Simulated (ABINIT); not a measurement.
**Band-structure run, with input and output: TiB₂ (part 1 of 4)**

System: TiB₂ (P6/mmm, 3 atoms in the cell).
Method: Kohn-Sham DFT of a periodic cell, rPW86PBE, JTH PAW PBE v2.0, no spin polarisation (ABINIT 10.8.3).

The structure derives from an entry of the Crystallography Open Database.

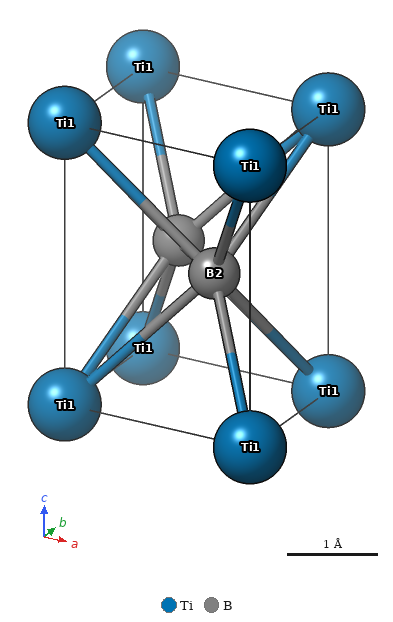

**Figure 1.** The input geometry (ball-and-stick view of the cell of the calculation, seen slightly off an axis; atoms are numbered from 1 in the order of the input).

Results in brief

- outcome: converged
- space group (tolerance 0.01 Å): P6/mmm (191)
- electrons treated: 18
- free energy: −1757.4257 eV
- Fermi energy: 9.973 eV
- gap on the k-point mesh: none (metallic)
- pressure: 3.95 GPa
- largest force (length of the vector): under 0.001 eV/Å
- hardware: 1 thread of Arm Neoverse V1, 24 GiB of memory available, shared host
- wall time: 30 s
- peak memory: 0.11 GiB

The input
```
# Datasets: ground state, then fixed potential
ndtset 2

# Pseudopotentials
pp_dirpath "./"
pseudos "Ti.GGA_PBE-JTH.xml, B.GGA_PBE-JTH.xml"

# Structure
acell 5.7243583767 5.7243583766 6.1007918207
rprim
     1.0000000000     0.0000000000     0.0000000000
    -0.5000000000     0.8660254038     0.0000000000
     0.0000000000     0.0000000000     1.0000000000
ntypat 2
znucl 22 5
natom 3
typat 1 2 2
xred
     0.0000000000     0.0000000000     0.0000000000
     0.6666666667     0.3333333333     0.5000000000
     0.3333333333     0.6666666667     0.5000000000

# Plane-wave basis
ecut 15.0
pawecutdg 30.0

# Exchange and correlation
ixc -144130

# Bands and occupations
occopt 3
tsmear 0.00183747

# SCF cycle
nstep 100

# Output
iomode 3
prtwf 0
prteig 0
prtebands 0
prtden1 1
prtvha1 1
prtvclmb1 1
prtpot1 1

# Dataset 1
kptopt1 1
ngkpt1 10 10 8
nshiftk1 1
shiftk1 0.0 0.0 0.0
nband1 13
tolvrs1 1.0e-9

# Dataset 2: bands along G-M-K-G-A-L-H-A
iscf2 -2
getden2 1
nband2 17
nbdbuf2 2
tolwfr2 1.0e-12
kptopt2 -7
ndivsm2 5
prteig2 1
kptbounds2
     0.0000000000     0.0000000000     0.0000000000
     0.5000000000     0.0000000000     0.0000000000
     0.3333333333     0.3333333333     0.0000000000
     0.0000000000     0.0000000000     0.0000000000
     0.0000000000     0.0000000000     0.5000000000
     0.5000000000     0.0000000000     0.5000000000
     0.3333333333     0.3333333333     0.5000000000
     0.0000000000     0.0000000000     0.5000000000
```

Launched with:
```bash
abinit run.abi > log 2>&1
```

What the program printed
```
.Version 10.8.3 of ABINIT
 DATASET    1 : space group P6/m m m (#191); Bravais hP (primitive hexag.)
================================================================================
 Values of the parameters that define the memory need for DATASET  1.
     intxc =       0    ionmov =       0      iscf =      17    lmnmax =      18
     lnmax =       6     mgfft =      24  mpssoang =       3    mqgrid =    3001
     natom =       3  nloc_mem =       2    nspden =       1   nspinor =       1
    nsppol =       1      nsym =      24    n1xccc =       1    ntypat =       2
    occopt =       3   xclevel =       2
       mpw =         494          nfft =        9600          nkpt =          70
 PAW method is used; the additional fine FFT grid is defined by:
   mgfftf=        32    nfftf =     28800
================================================================================
================================================================================

 DATASET    2 : space group P6/m m m (#191); Bravais hP (primitive hexag.)
================================================================================
 Values of the parameters that define the memory need for DATASET  2.
     intxc =       0    ionmov =       0      iscf =      -2    lmnmax =      18
     lnmax =       6     mgfft =      24  mpssoang =       3    mqgrid =    3001
     natom =       3  nloc_mem =       2    nspden =       1   nspinor =       1
    nsppol =       1      nsym =      24    n1xccc =       1    ntypat =       2
    occopt =       3   xclevel =       2
       mpw =         494          nfft =        9600          nkpt =          56
 PAW method is used; the additional fine FFT grid is defined by:
   mgfftf=        32    nfftf =     28800
================================================================================
================================================================================

--------------------------------------------------------------------------------
------------- Echo of variables that govern the present computation ------------
--------------------------------------------------------------------------------
 -outvars: echo values of preprocessed input variables --------
            acell      5.7243583767E+00  5.7243583766E+00  6.1007918207E+00 Bohr
              amu      4.78800000E+01  1.08110000E+01
             ecut      1.50000000E+01 Hartree
           getden1          0
           getden2          1
             iscf1         17
             iscf2         -2
                       outvar_i_n : Printing only first  50 k-points.
              ixc     -144130
           jdtset        1    2
                       outvar_i_n : Printing only first  50 k-points.
           kptopt1          1
           kptopt2         -7
         kptrlatt       10    0    0      0   10    0      0    0    8
          kptrlen1     4.88063346E+01
          kptrlen2     3.00000000E+01
            natom           3
            nband1         13
            nband2         17
           nbdbuf1          0
           nbdbuf2          2
           ndtset           2
           ndivsm1          0
           ndivsm2          5
            ngfft          20      20      24
          ngfftdg          30      30      32
             nkpt1         70
             nkpt2         56
            nstep         100
             nsym          24
           ntypat           2
                       prtocc : prtvol=0, do not print more k-points.
           occopt           3
        pawecutdg      3.00000000E+01 Hartree
         pawxcdev           0
        prtebands           0
           prteig1          0
           prteig2          1
           prtpot1          1
           prtpot2          0
         prtvclmb1          1
         prtvclmb2          0
           prtvha1          1
           prtvha2          0
            prtwf           0
            rprim      1.0000000000E+00  0.0000000000E+00  0.0000000000E+00
                      -5.0000000000E-01  8.6602540380E-01  0.0000000000E+00
                       0.0000000000E+00  0.0000000000E+00  1.0000000000E+00
           shiftk1     0.00000000E+00  0.00000000E+00  0.00000000E+00
           shiftk2     5.00000000E-01  5.00000000E-01  5.00000000E-01
          spgroup         191
           tolvrs1     1.00000000E-09
           tolvrs2     0.00000000E+00
           tolwfr1     0.00000000E+00
           tolwfr2     1.00000000E-12
           tsmear      1.83747000E-03 Hartree
            typat      1  2  2
           useylm           1
                       outvars : Printing only first  50 k-points.
           xangst      0.0000000000E+00  0.0000000000E+00  0.0000000000E+00
                       1.5145999990E+00  8.7445471712E-01  1.6141999989E+00
                       1.7639201954E-11  1.7489094342E+00  1.6141999989E+00
            xcart      0.0000000000E+00  0.0000000000E+00  0.0000000000E+00
                       2.8621791884E+00  1.6524799249E+00  3.0503959103E+00
                       3.3333260772E-11  3.3049598497E+00  3.0503959103E+00
             xred      0.0000000000E+00  0.0000000000E+00  0.0000000000E+00
                       6.6666666667E-01  3.3333333333E-01  5.0000000000E-01
                       3.3333333333E-01  6.6666666667E-01  5.0000000000E-01
            znucl       22.00000    5.00000

================================================================================

 chkinp: Checking input parameters for consistency, jdtset=   1.

 chkinp: Checking input parameters for consistency, jdtset=   2.

================================================================================
== DATASET  1 ==================================================================

--- !DatasetInfo
iteration_state: {dtset: 1, }
dimensions: {natom: 3, nkpt: 70, mband: 13, nsppol: 1, nspinor: 1, nspden: 1, mpw: 494, }
cutoff_energies: {ecut:  15.0, pawecutdg:  30.0, }
electrons: {nelect:   1.80000000E+01, charge:   0.00000000E+00, occopt:   3.00000000E+00, tsmear:   1.83747000E-03, }
meta: {optdriver: 0, ionmov: 0, optcell: 0, iscf: 17, paral_kgb: 0, }
...

 Real(R)+Recip(G) space primitive vectors, cartesian coordinates (Bohr,Bohr^-1):
 R(1)=  5.7243584  0.0000000  0.0000000  G(1)=  0.1746921  0.1008585  0.0000000
 R(2)= -2.8621792  4.9574398  0.0000000  G(2)=  0.0000000  0.2017170  0.0000000
 R(3)=  0.0000000  0.0000000  6.1007918  G(3)=  0.0000000  0.0000000  0.1639131
 Unit cell volume ucvol=  1.7312926E+02 bohr^3
 Angles (23,13,12)=  9.00000000E+01  9.00000000E+01  1.20000000E+02 degrees

 Coarse grid specifications (used for wave-functions):

 getcut: wavevector=  0.0000  0.0000  0.0000  ngfft=  20  20  24
         ecut(hartree)=     15.000   => boxcut(ratio)=   2.00398

 Fine grid specifications (used for densities):

 getcut: wavevector=  0.0000  0.0000  0.0000  ngfft=  30  30  32
         ecut(hartree)=     30.000   => boxcut(ratio)=   2.12711

--- Pseudopotential description ------------------------------------------------
- pspini: atom type   1  psp file is ./Ti.GGA_PBE-JTH.xml
 Pseudopotential format is: paw10
 basis_size (lnmax)=  6 (lmn_size= 18), orbitals=   0   0   1   1   2   2
 Spheres core radius: rc_sph= 2.30802695
 Shapefunction is BESSEL type: shapef(r,l)=aa(1,l)*jl(q(1,l)*r)+aa(2,l)*jl(q(2,l)*r)
 Radius for shape functions =  2.01037111
 Compensation charge density is not taken into account in XC energy/potential

- pspini: atom type   2  psp file is ./B.GGA_PBE-JTH.xml
 Pseudopotential format is: paw10
 basis_size (lnmax)=  4 (lmn_size=  8), orbitals=   0   0   1   1
 Spheres core radius: rc_sph= 1.70616958
 Shapefunction is SIN type: shapef(r)=[sin(pi*r/rshp)/(pi*r/rshp)]**2
 Radius for shape functions =  1.40269776
 Compensation charge density is not taken into account in XC energy/potential

   6.09945348E+02                                ecore*ucvol(ha*bohr**3)
--------------------------------------------------------------------------------

================================================================================

--- !BeginCycle
iteration_state: {dtset: 1, }
solver: {iscf: 17, nstep: 100, nline: 4, wfoptalg: 10, }
tolerances: {tolvrs: 1.00E-09, }
...

     iter   Etot(hartree)      deltaE(h)  residm     nres2
 ETOT  1  -63.663787165031    -6.366E+01 4.193E+00 1.609E+01
 ETOT  2  -64.583869636946    -9.201E-01 2.947E-01 5.612E-01
 ETOT  3  -64.584116875675    -2.472E-04 3.200E-02 1.278E-01
 ETOT  4  -64.584259148761    -1.423E-04 9.074E-03 5.251E-02
 ETOT  5  -64.584210417641     4.873E-05 2.498E-03 2.732E-03
 ETOT  6  -64.584203906814     6.511E-06 1.908E-02 9.036E-05
 ETOT  7  -64.584203961734    -5.492E-08 3.435E-03 1.510E-06
 ETOT  8  -64.584203956136     5.598E-09 2.839E-04 3.186E-07
 ETOT  9  -64.584203955926     2.108E-10 6.393E-04 1.769E-08
 ETOT 10  -64.584203955950    -2.474E-11 9.958E-05 1.312E-09
 ETOT 11  -64.584203955954    -3.340E-12 1.123E-04 2.463E-11

 At SCF step   11       nres2   =  2.46E-11 < tolvrs=  1.00E-09 =>converged.

 Cartesian components of stress tensor (hartree/bohr^3)
  sigma(1 1)= -1.10695119E-04  sigma(3 2)=  0.00000000E+00
  sigma(2 2)= -1.10695119E-04  sigma(3 1)=  0.00000000E+00
  sigma(3 3)= -1.81051461E-04  sigma(2 1)= -2.04118043E-13

--- !ResultsGS
iteration_state: {dtset: 1, }
comment   : Summary of ground state results
lattice_vectors:
- [  5.7243584,   0.0000000,   0.0000000, ]
- [ -2.8621792,   4.9574398,   0.0000000, ]
- [  0.0000000,   0.0000000,   6.1007918, ]
lattice_lengths: [   5.72436,    5.72436,    6.10079, ]
lattice_angles: [ 90.000,  90.000, 120.000, ] # degrees, (23, 13, 12)
lattice_volume:   1.7312926E+02
convergence: {deltae: -3.340E-12, res2:  2.463E-11, residm:  1.123E-04, diffor: null, }
etotal    :  -6.45842040E+01
entropy   :   0.00000000E+00
fermie    :   3.66504691E-01
cartesian_stress_tensor: # hartree/bohr^3
- [ -1.10695119E-04,  -2.04118043E-13,   0.00000000E+00, ]
- [ -2.04118043E-13,  -1.10695119E-04,   0.00000000E+00, ]
- [  0.00000000E+00,   0.00000000E+00,  -1.81051461E-04, ]
pressure_GPa:   3.9467E+00
xred      :
- [  0.0000E+00,   0.0000E+00,   0.0000E+00, Ti]
- [  6.6667E-01,   3.3333E-01,   5.0000E-01,  B]
- [  3.3333E-01,   6.6667E-01,   5.0000E-01,  B]
cartesian_forces: # hartree/bohr
- [ -0.00000000E+00,   2.71576191E-29,  -0.00000000E+00, ]
- [ -0.00000000E+00,  -4.07364287E-29,  -0.00000000E+00, ]
- [ -0.00000000E+00,   1.35788096E-29,  -0.00000000E+00, ]
force_length_stats: {min:   1.35788096E-29, max:   4.07364287E-29, mean:   2.71576191E-29, }
...

 Integrated electronic density in atomic spheres:
 ------------------------------------------------
 Atom  Sphere_radius  Integrated_density
    1        2.30803         10.35887762
    2        1.70617          1.94042732
    3        1.70617          1.94042732

================================================================================

 ----iterations are completed or convergence reached----

 Mean square residual over all n,k,spin=   29.800E-08; max=  11.228E-05
 reduced coordinates (array xred) for    3 atoms
       0.000000000000      0.000000000000      0.000000000000
       0.666666666667      0.333333333333      0.500000000000
       0.333333333333      0.666666666667      0.500000000000
 rms dE/dt=  1.1442E-28; max dE/dt=  3.3658E-28; dE/dt below (all hartree)
    1       0.000000000000      0.000000000000      0.000000000000
    2       0.000000000000      0.000000000000      0.000000000000
    3       0.000000000000      0.000000000000      0.000000000000

 cartesian coordinates (angstrom) at end:
    1      0.00000000000000     0.00000000000000     0.00000000000000
    2      1.51459999897696     0.87445471711930     1.61419999889384
    3      0.00000000001764     1.74890943423860     1.61419999889384

 cartesian forces (hartree/bohr) at end:
    1     -0.00000000000000     0.00000000000000    -0.00000000000000
    2     -0.00000000000000    -0.00000000000000    -0.00000000000000
    3     -0.00000000000000     0.00000000000000    -0.00000000000000
 frms,max,avg= 1.6935751E-29 4.0736429E-29   0.000E+00  0.000E+00  0.000E+00 h/b

 cartesian forces (eV/Angstrom) at end:
    1     -0.00000000000000     0.00000000000000    -0.00000000000000
    2     -0.00000000000000    -0.00000000000000    -0.00000000000000
    3     -0.00000000000000     0.00000000000000    -0.00000000000000
 frms,max,avg= 8.7087133E-28 2.0947514E-27   0.000E+00  0.000E+00  0.000E+00 e/A
 length scales=  5.724358376700  5.724358376600  6.100791820700 bohr
              =  3.029199997936  3.029199997883  3.228399997788 angstroms
 Fermi (or HOMO) energy (hartree) =   0.36650   Average Vxc (hartree)=  -0.45138
 Eigenvalues (hartree) for nkpt=  70  k points:
 kpt#   1, nband= 13, wtk=  0.00125, kpt=  0.0000  0.0000  0.0000 (reduced coord)
  -1.72901   -0.85772   -0.84656   -0.84656   -0.12625    0.27268    0.27268    0.28319
   0.29225    0.43752    0.43752    0.50090    0.50090
      occupation numbers for kpt#   1
   2.00000    2.00000    2.00000    2.00000    2.00000    2.00000    2.00000    2.00000
   2.00000    0.00000    0.00000    0.00000    0.00000
 prteigrs : prtvol=0 or 1, do not print more k-points.

--- !EnergyTerms
iteration_state     : {dtset: 1, }
comment             : Components of total free energy in Hartree
kinetic             :  1.14634195717002E+01
hartree             :  1.15262709647352E+01
xc                  : -5.65165291820672E+00
Ewald energy        : -5.13087759299296E+01
psp_core            :  3.52306337412200E+00
local_psp           : -3.42732574932266E+01
PAW spherical_terms :  1.36965050154978E-01
internal            : -6.45839673806506E+01
'-kT*entropy'       : -2.35956523736979E-04
total_energy        : -6.45842033371744E+01
total_energy_eV     : -1.75742570239683E+03
...
```
